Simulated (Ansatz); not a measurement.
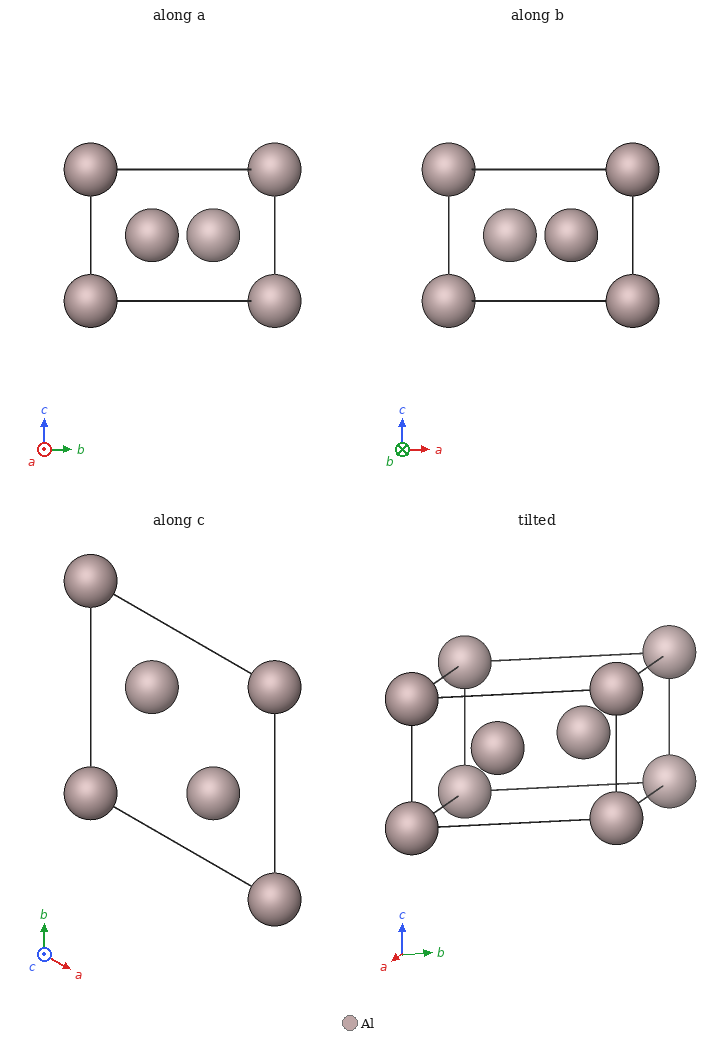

Shown here is a spheres-only view of the crystal, taken along the a axis, along the b axis, along the c axis and slightly off an axis. One conventional unit cell is framed, with atoms on its boundary repeated.

Lattice parameters: a = 4.782 Å, b = 4.782 Å, c = 2.960 Å, α = 90.00°, β = 90.00°, γ = 120.00°.

### Convert the drawing into a table of Wyckoff sites.

Space group P6/mmm (No. 191).
```tsv
atom	site	x	y	z
Al	1a	0.0000	0.0000	0.0000
Al	2d	0.3333	0.6667	0.5000
```

Starting structure: a structure type filled with this element by a generator (whether the element takes this form wasn't checked). Earlier steps of the study may have refined or changed the cell and positions. It went into a calculation with Ansatz.

At this level of theory the cell isn't at rest (stretched, at -6 GPa), so its distances can differ from those at equilibrium, the more so the softer the solid.
